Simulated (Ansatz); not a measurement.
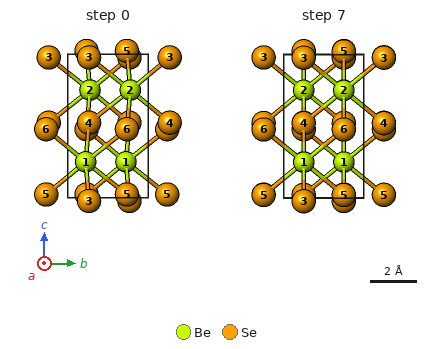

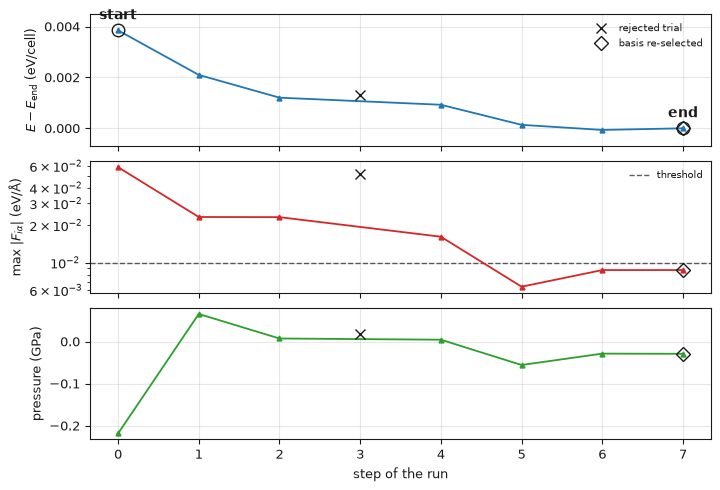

First and last geometry of a relaxation of a crystal of BeSe2 (a generated structure, set up in C2/c), with the history of the run. Style: ball-and-stick. Shown: the conventional cell (2 times the calculation's cell), along the a axis. Lengths and directions refer to the drawn axes.

Case: Ba → Be, S → Se on all its sites, cell and atoms relaxed.

The calculation used Ansatz, DFT LDA, scalar-relativistic, plane waves, PAW. Set-up: plane-wave cutoff 420 eV; k-point mesh 12 × 12 × 6; occupations gaussian; smearing width 0.1 eV; no spin polarisation; cell and atoms relaxed; force threshold 0.01 eV/Å; at most 60 steps.

Question: What do the curves and the structures tell?

Answer: It converged. Over 5 accepted moves (7 points after the start) the energy falls by 3.9 meV per cell of the calculation. The largest force component goes from 0.059 to 0.0087 eV/Å. The pressure goes from −0.22 to −0.03 GPa. The line search rejected the trial step at point 3 of the run. At 1 point the geometry stayed and the basis and grid were re-selected for the new cell (energy shift of 0.1 meV per cell of the calculation at most each time). The largest moves relative to the cell, 0.096 Å, are those of Be1 and Be2. Be2 goes along −b. Largest moves by element: Be 0.096 Å, Se 0.054 Å. Cell: a 9.809 → 9.833 Å (+0.2 %), b 3.518 → 3.498 Å (−0.6 %), c 6.490 → 6.495 Å (+0.1 %), β 105.2° → 105.5°. Volume −0.4 %. Near-neighbour distances that change, for instance: Be1–Se5 2.436 → 2.399 Å, Be1–Se5 (another image) 2.376 → 2.402 Å, Se3–Se5 2.440 → 2.447 Å, Be1–Se3 2.391 → 2.386 Å. Bond angles that change, for instance: Se3–Be1–Se4 172.9° → 179.9°, Se3–Be1–Se6 97.9° → 100.9°, Se3–Be1–Se6 103.5° → 100.8°. The space group (tolerance 0.01 Å) goes from C2/c (No. 15) to C2/m (No. 12). The run took 2 min on 1 thread of AMD EPYC 9R45 96-Core Processor (Zen 5) (shared host), peak memory 0.96 GiB.
